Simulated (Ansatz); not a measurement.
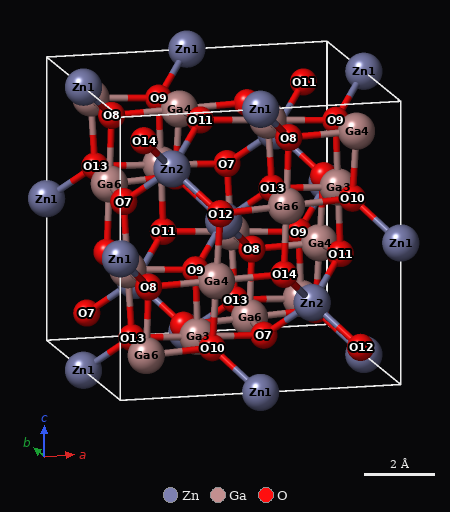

Crystalline ZnGa2O4 (built on the database structure type), before the relaxation. Style: ball-and-stick. Shown: the conventional cell (4 times the calculation's cell), slightly off an axis. Lengths and directions refer to the drawn axes.

Computed with DFT, PBE, plane waves, PAW in Ansatz 0.2.0.

Input
```yaml
crystal:
  lattice:
    - [0.0, 4.1711888808, 4.1711888808]
    - [4.1711888808, 0.0, 4.1711888808]
    - [4.1711888808, 4.1711888808, 0.0]
  atoms:
    - { symbol: Zn, position: [0.5, 0.5, 0.5] }
    - { symbol: Zn, position: [0.75, 0.75, 0.75] }
    - { symbol: Ga, position: [0.125, 0.125, 0.625] }
    - { symbol: Ga, position: [0.125, 0.625, 0.125] }
    - { symbol: Ga, position: [0.625, 0.125, 0.125] }
    - { symbol: Ga, position: [0.125, 0.125, 0.125] }
    - { symbol: O, position: [0.88650551, 0.34048347, 0.88650551] }
    - { symbol: O, position: [0.36349449, 0.36349449, 0.90951653] }
    - { symbol: O, position: [0.36349449, 0.36349449, 0.36349449] }
    - { symbol: O, position: [0.90951653, 0.36349449, 0.36349449] }
    - { symbol: O, position: [0.88650551, 0.88650551, 0.88650551] }
    - { symbol: O, position: [0.34048347, 0.88650551, 0.88650551] }
    - { symbol: O, position: [0.36349449, 0.90951653, 0.36349449] }
    - { symbol: O, position: [0.88650551, 0.88650551, 0.34048347] }
kpoints:
  mp_grid: { grid: [6, 6, 6] }
hamiltonian:
  xc: pbe
scf:
  occupations: { method: fermi_dirac, width: 0.02 }
relax:
  f_tol: 0.005
  cell: {}
output:
  write_density: true
  write_potential: true
  elf: true
  volumetric_format: npy
```

**Predict the outcome.**

The atoms keep their places relative to the cell (all moves are under 0.005 Å). The drawn cell changes as follows: a = b = c 8.342 → 8.448 Å (+1.3 %); the volume changes by +3.8 %. Some distances before and after: Zn1–O10 1.972 → 1.999 Å, Ga3–O10 1.994 → 2.019 Å. The space group stays Fd-3m (No. 227). The energy falls by 8.6 meV per atom in 4 accepted moves (6 points after the start). The largest force component goes from 0.086 to under 0.0001 eV/Å. Pressure: 7.17 GPa at the start and 0.02 GPa at the end. The SCF was repeated twice at an unchanged geometry on a basis and grid sized afresh for the cell, which shifted the energy by 2.3 meV per atom at most.

After the run, drawn alike:

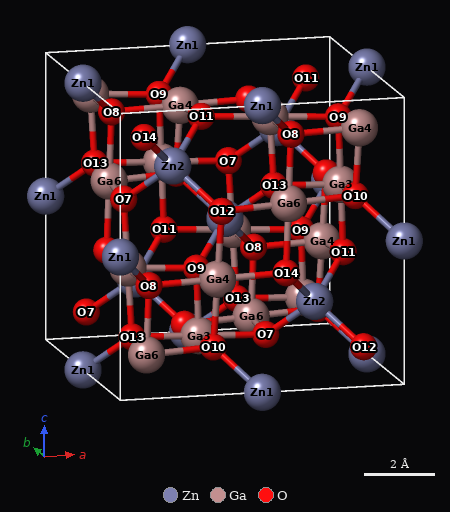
